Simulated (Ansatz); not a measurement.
**Band-structure calculation, with input and output: Li$_{2}$TaO$_{2}$**

System: Li$_{2}$TaO$_{2}$ (Immm, 5 atoms in the cell).
Method: DFT with r2SCAN, PAW plane waves, no spin polarisation (Ansatz 0.2.0).

The structure is a generated one, with these elements put on the sites of a known structure type; it need not be a known phase. Figures and captions count atoms from 1; the log counts them from 0 in places.

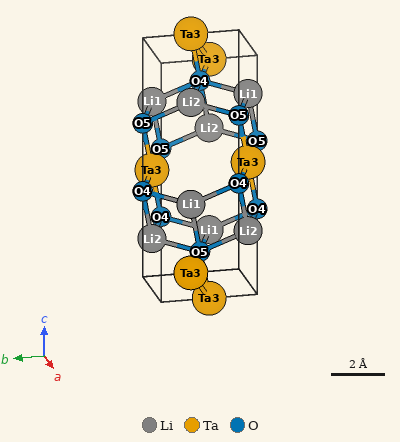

*The structure (ball-and-stick view of the cell 2 times as large as that of the calculation, set on its symmetry axes, seen at an oblique angle; atoms are numbered from 1 in the order of the input).*

## Summary

```tsv
quantity	value
outcome	converged
space group (tolerance 0.01 Å)	Immm (71)
electrons treated	31
free energy	−11495.2627 eV
Fermi energy	11.543 eV
pressure	6.93 GPa
electronic character	metal
largest force (length of the vector)	2.050 eV/Å
hardware	1 thread of an x86-64 CPU, shared host
wall time	47 s
peak memory	0.57 GiB
```

## Notes

Spin–orbit coupling is left out, which matters for Ta. The cell holds an odd number of electrons but the run has no spin polarisation, so it comes out as a metal.

## The input
```yaml
crystal:
  lattice:
    - [0.0, 2.947948, 0.0]
    - [3.76657, 0.0, 0.0]
    - [1.883285, 1.473974, -4.832511]
  atoms:
    - { symbol: Li, position: [0.2869, 0.7869, 0.4262] }
    - { symbol: Li, position: [0.7131, 0.2131, 0.5738] }
    - { symbol: Ta, position: [0.0, 0.5, 0.0] }
    - { symbol: O, position: [0.3577, 0.3577, 0.2846] }
    - { symbol: O, position: [0.6423, 0.6423, 0.7154] }
  symmetry: { tolerance: 0.0003 }
kpoints:
  mp_grid: { grid: [8, 8, 8], shift: [0, 0, 0] }
  band_path:
    path:
      - [0.0, 0.0, 0.0]
      - [0.0, 0.0, -0.5]
      - [-0.45348383, 0.0, -0.72674192]
      - [-0.54651617, 0.0, -0.27325808]
      - [0.0, 0.0, 0.0]
      - [0.0, 0.57593752, 0.28796876]
      - [0.0, 0.42406248, -0.28796876]
      - [0.0, 0.0, -0.5]
      - [0.0, 0.0, 0.0]
      - [-0.5, 0.0, -0.5]
      - [-0.5, 0.5, -0.25]
    npoints: 14
magnetization:
  spin_polarized: false
scf:
  occupations: { method: cold, width: 0.2103 }
  lower_state_search: "off"
  max_iter: 200
hamiltonian:
  pseudopotentials: { kind: paw }
  xc: r2scan
basis:
  ecutwfc: 500
  fft_grid_basis: typed
output:
  forces: true
  stress: true
  eigenvalues: true
  bader: true
  populations: true
  elf: true
  write_potential: true
  volumetric_format: npy
  dos:
    e_range: [-12, 8]
    de: 0.05
    projected: { site_lists: { Li: [Li], O: [O], Ta: [Ta] } }
  write_density: true
checkpoint:
  read: saved_state
```

Launch command:
```bash
ansatz run input.yaml --threads 1 --pin off --max-ram 2560MiB --backend cpu --events-out ev --progress --plain --runs-dir out
```

## The program's output
```
Engine: ansatz 0.2.0, x86_64-unknown-linux-gnu
Pseudopotentials: kind: paw
Pseudopotential: Li, paw, valence charge 3, recommended cutoff 500 eV (meta_gga), Li.paw.azcp
Pseudopotential: Ta, paw, valence charge 13, recommended cutoff 500 eV (meta_gga), Ta.paw.azcp
Pseudopotential: O, paw, valence charge 6, recommended cutoff 500 eV (meta_gga), O.paw.azcp
Functional definition: r2SCAN
  parameter k0 = 0.174
  parameter k1 = 0.065
  parameter a1 = 4.9479
  exchange = r2scan_x(k0 = k0, k1 = k1, a1 = a1)
  correlation = r2scan_c
Crystal: 5 atoms, lattice volume = 53.659 Å³
Basis set: ecut = 500 eV, 1355 PW (Γ), exchange–correlation on 96×120×160 points (64 copies of the dense FFT grid, shifted against one another)
Bands: 21, of which v1, the nominal top of the filled ones, is band 16 counted from 1 (15 counted from 0)
Symmetry: 8 space group operations
Space group: Immm (ITA 71), of the structure as read, at distance tolerance 1.1e-3 Å
k-points: 95 of 512
Non-local potential: Li, projectors of the file, l = 0: 3, l = 1: 2, l = 2: 1
Non-local potential: Ta, projectors of the file, l = 0: 3, l = 1: 2, l = 2: 2, l = 3: 1
Non-local potential: O, projectors of the file, l = 0: 2, l = 1: 2, l = 2: 1
PAW form: soft (Blöchl's): semilocal exchange-correlation on the pseudo side does not see the compensation charge
PAW frozen core: Ta, regenerated for the run's functional (the file was generated under x = pbe(κ = 0.804, μ = 0.2195149727645171), c = pbe(β = 0.06672455060314922))
PAW frozen core: O, regenerated for the run's functional (the file was generated under x = pbe(κ = 0.804, μ = 0.2195149727645171), c = pbe(β = 0.06672455060314922))
PAW one-centre angular grid: Li, 302 points (default); XC on 327 of its mesh's 2665 points in the sphere
PAW one-centre angular grid: Ta, 590 points (default); XC on 160 Gauss nodes
PAW one-centre angular grid: O, 302 points (default); XC on 160 Gauss nodes
Initial density: read from a saved state, or passed on in memory by an earlier SCF of this step, an earlier step, the calling program or the single point that the run made first
Initial wavefunctions: pseudopotential atomic-orbital guess
Functional: x = r2scan, c = r2scan; τ floored in thin density (d = 2e-4 eV/Å³)
iter 1 solved again at ethr=6.87e-5 eV; its pass at ethr=3.10e-3 eV (dr2=2.13e-2 eV) is discarded
SCF iter   1: F=—  HF=-11495.261558 eV  |F-HF|=—  |Δ(HF+E_count)|=         —  Δρ=6.93e-3  dr2=2.12e-2  dr2_τ=2.34e-3  ethr=6.87e-5  ⟨swp⟩=1.1  Hψ=12029  notcnv=0
preconditioner: auto → Kerker (q_TF=auto, 2.490 Å⁻¹)  [metal: Δε(μ)=0.006 eV  Ē_g=9.477 eV  σ=0.210 eV  W_gap=0.02  n_scr=10 (ndim 8)  ℏωp=19.6 eV  f_vac=0.000  D(μ)=3.24/eV (n_scr^D=32)]
SCF iter   2: F=—  HF=-11495.261941 eV  |F-HF|=—  |Δ(HF+E_count)|=   3.83e-4  S|Δr|=    0.00e0  Δρ=3.75e-3  dr2=7.47e-3  dr2_τ=2.63e-4  ethr=6.84e-5  ⟨swp⟩=1.3  Hψ=2055  notcnv=0
SCF iter   3: F=—  HF=-11495.262460 eV  |F-HF|=—  |Δ(HF+E_count)|=   5.19e-4  S|Δr|=    0.00e0  Δρ=1.47e-3  dr2=1.43e-3  dr2_τ=1.64e-4  ethr=2.41e-5  ⟨swp⟩=2.9  Hψ=3053  notcnv=0
SCF iter   4: F=—  HF=-11495.262551 eV  |F-HF|=—  |Δ(HF+E_count)|=   9.12e-5  S|Δr|=    0.00e0  Δρ=5.81e-4  dr2=3.78e-4  dr2_τ=6.77e-6  ethr=4.60e-6  ⟨swp⟩=2.0  Hψ=2638  notcnv=0
SCF iter   5: F=—  HF=-11495.262713 eV  |F-HF|=—  |Δ(HF+E_count)|=   1.63e-4  S|Δr|=    0.00e0  Δρ=2.15e-4  dr2=3.48e-5  dr2_τ=2.69e-6  ethr=1.22e-6  ⟨swp⟩=2.0  Hψ=2665  notcnv=0
SCF iter   6: F=—  HF=-11495.262724 eV  |F-HF|=—  |Δ(HF+E_count)|=   1.09e-5  S|Δr|=    0.00e0  Δρ=6.92e-5  dr2=2.53e-6  dr2_τ=1.03e-7  ethr=1.12e-7  ⟨swp⟩=2.0  Hψ=2672  notcnv=0
SCF iter   7: F=-11495.262726 eV  HF=-11495.262726 eV  |F-HF|=3.90e-8  |Δ(HF+E_count)|=   1.37e-6  S|Δr|=    0.00e0  Δρ=1.49e-5  dr2=7.40e-8  dr2_τ=1.08e-8  ethr=3.23e-10  ⟨swp⟩=7.9  Hψ=13769  notcnv=0
the search or the solves at the SCF's close seem to have found levels that the self-consistency loop had missed (the run counts 1). By its estimate they hold under 1e-12 electrons; where the run keeps them, the occupations were computed again with them
SCF 1 converged in 7 iterations: F = -11495.262726 eV  dr2 = 7.40e-8
  greatest PAW one-centre occupation: 0.999 electrons in one spin orbital (limit 2), on the Li atom at site 1 (counted from 0), in its partial waves of l = 0
```

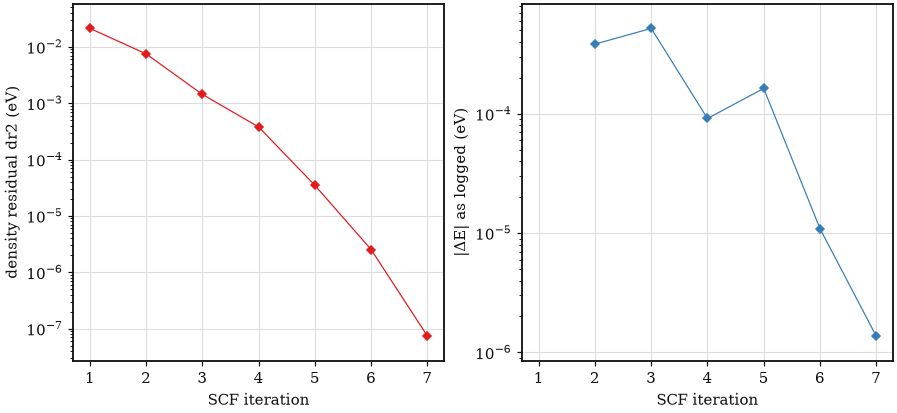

*Convergence of the self-consistent field: density residual dr2 and size of the energy change against the SCF iteration.*

The residual falls at every step.

```
NSCF: frozen V_eff on 141 k-points
SCF converged after 7 iterations
Stability not checked: this state was not tested for a lower state beside it, because cold or Methfessel-Paxton smearing, or corrected tetrahedra, fill the levels in a way that the test cannot read (fill_not_monotonic; see scf.lower_state_search)
Free energy (F): -11495.262726 eV
Harris-Foulkes:  -11495.262726 eV  (|F-HF|=3.90e-8)
Internal energy: -11495.245709 eV  (E = F + TS)
E sigma→0 (E₀):  -11495.257054 eV
Entropy (-TS):   -0.017017 eV (-3.403 meV/atom)
Fermi energy:    11.543192 eV
--- Per-component energies (eV) ---
  E_band       = -389.819532
  E_kinetic    = 770.414167
  E_local      = -1863.499737  (includes V_loc(G=0)·N_el)
  E_nonlocal   = 43.844065
  E_hartree    = 662.708956
  E_xc         = -373.890878
  E_vxc        = -465.698595  (∫ρ·V_xc dr)
  E_paw        = -8787.478816  (= ΣΔE_a)
  E_vpaw       = -227.047452  (= ΣTr[D̂ρ^β])
  E_aug_tail   = 0.001941  (compensation charges beyond the density's cutoff)
  E_vtau       = 26.748699  (kinetic-family band-sum trace: ∫τ·v_τ [+ j·A + Jᵃ·Aᵃ] dr)
  E_ewald      = -1946.525244
  E_core_change = -0.820162  (= ΣΔE_core)
  E_smearing   = -0.017017  (= −TS)
  E_closure    = 0.000000  (closes the sum)
  Σ components = -11495.262726   (vs F -11495.262726, Δ=0.00e0)
--- Forces (eV/Å), atoms counted from 1 ---
  atom   1  Li     0.00000000     0.00000000     0.59083332
  atom   2  Li     0.00000000     0.00000000    -0.59083332
  atom   3  Ta     0.00000000     0.00000000     0.00000000
  atom   4  O      0.00000000     0.00000000    -2.04972324
  atom   5  O      0.00000000     0.00000000     2.04972324
  max |Σ_I F_I| component: 3.94e-31 eV/Å
--- Stress (GPa, compression-positive) ---
       -3.465023       0.000000       0.000000
        0.000000      11.733749       0.000000
        0.000000       0.000000      12.512163
  P = ⅓ Tr σ = 6.9270 GPa (69.270 kbar)
--- Band table (eV; the first three rows and the last of 95) ---
  k-point 0: bands = ["-59.8780", "-37.3378", "-37.2277", "-25.9834", "-25.7587", "-25.5500", "-11.6635", "-10.2044", "1.7462", "3.1119", "3.5185", "4.9885", "5.6811", "5.8507", "7.1748", "11.2885", "13.4652", "13.6589", "13.8415", "14.8897", "17.3699"]
  k-point 1: bands = ["-59.8780", "-37.3378", "-37.2278", "-25.9832", "-25.7587", "-25.5501", "-11.6416", "-10.2332", "1.8317", "3.1466", "3.5630", "4.9365", "5.5263", "5.7897", "7.2114", "11.1255", "13.4669", "13.6543", "13.8579", "15.2678", "17.4520"]
  k-point 2: bands = ["-59.8780", "-37.3380", "-37.2278", "-25.9829", "-25.7587", "-25.5501", "-11.5847", "-10.3066", "2.0618", "3.2367", "3.6875", "4.7937", "5.1672", "5.6371", "7.2381", "10.8607", "13.4712", "13.6439", "13.9491", "16.0192", "17.6559"]
  k-point 94: bands = ["-59.8338", "-37.2702", "-37.2700", "-26.6387", "-25.7445", "-25.5260", "-11.2858", "-10.2381", "2.2229", "3.4821", "3.6125", "4.3958", "4.4707", "5.0432", "10.1768", "11.4722", "12.6272", "13.2949", "14.9429", "17.7850", "18.1740"]
--- Löwdin populations: 5 sites ---
  site symbol       q [e]
     0     Li      2.3201
     1     Li      2.3201
     2     Ta     12.3264
     3      O      6.8812
     4      O      6.8812
  spilling = 0.008741 (of n_electrons = 31.000000)
--- Bader charges: 5 sites ---
  site symbol  charge [e]  shift [e]
     0     Li      0.8828     0.0006
     1     Li      0.8828     0.0006
     2     Ta      1.3329     0.0036
     3      O     -1.5493     0.0024
     4      O     -1.5493     0.0024
  estimated error of the sums over rays = 4.1e-4 e
```

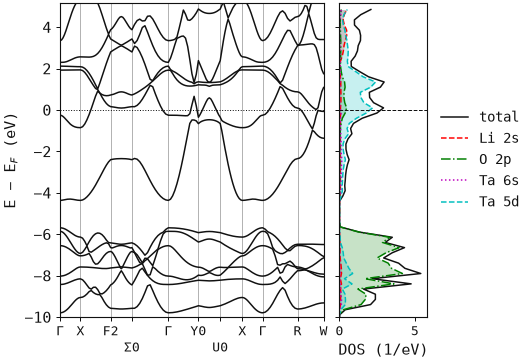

*Band structure along Γ–X–F2–Σ0–Γ–Y0–U0–X–Γ–R–W and density of states (projected on Löwdin-orthogonalised atomic shells), with energies from the Fermi level.*

Bands cross the Fermi level: a metal at this level of theory.

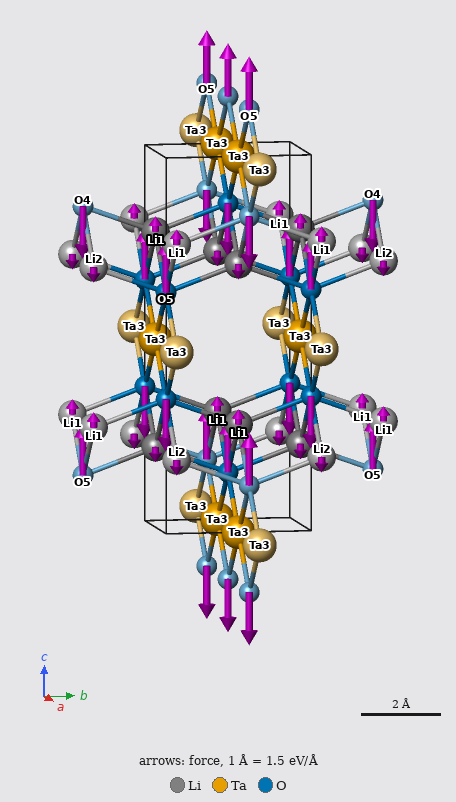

*Forces on the atoms as pink arrows (ball-and-stick view of the cell 2 times as large as that of the calculation, set on its symmetry axes, seen slightly off an axis; neighbours outside the cell are drawn fainter; atoms are numbered from 1 in the order of the input).*

The largest act on O4, O5 (2.05 eV/Å). The geometry is not a stationary point of this energy.

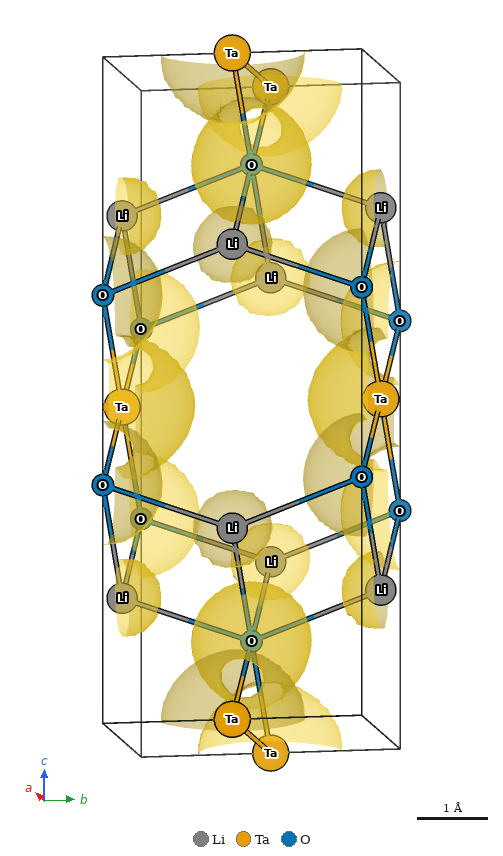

*Isosurface of the valence charge density (pseudo) at 0.6 e/Å³ (yellow), seen at an oblique angle. Sticks mark near contacts. The outline is the cell set on symmetry axes.*

At this value the density is joined into chains; it holds about 75 % of the electrons treated as valence (semicore included). It is pinched off along the Li–O (2.00 Å) and Ta–Ta (2.95 Å) contacts. On the grid the lowest density along these lines, outside the cores, is 0.25 e/Å³ (Li–O, 2.00 Å), 0.77 e/Å³ (Ta–O, 2.02 Å) and 0.27 e/Å³ (Ta–Ta, 2.95 Å). Core electrons are frozen (PAW), so the fields are smoothed inside the atomic spheres.

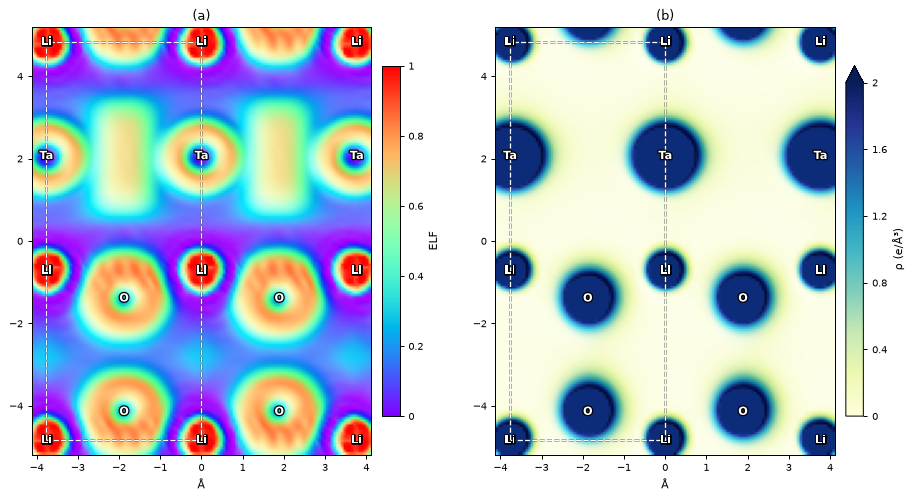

*(a) ELF; (b) valence pseudo-density on the (100) plane of the conventional cell.*

The section cuts through Li, Ta and O sites. Li–O (2.00 Å): ρ is about 0.33 e/Å³ halfway; the ELF is about 0.50 at the midpoint. Away from the nuclei the density in this plane falls to 0.05 e/Å³ at its lowest. The strong features right at Li and Ta lie inside the PAW spheres (semicore, d or f shells) and say nothing about bonding.
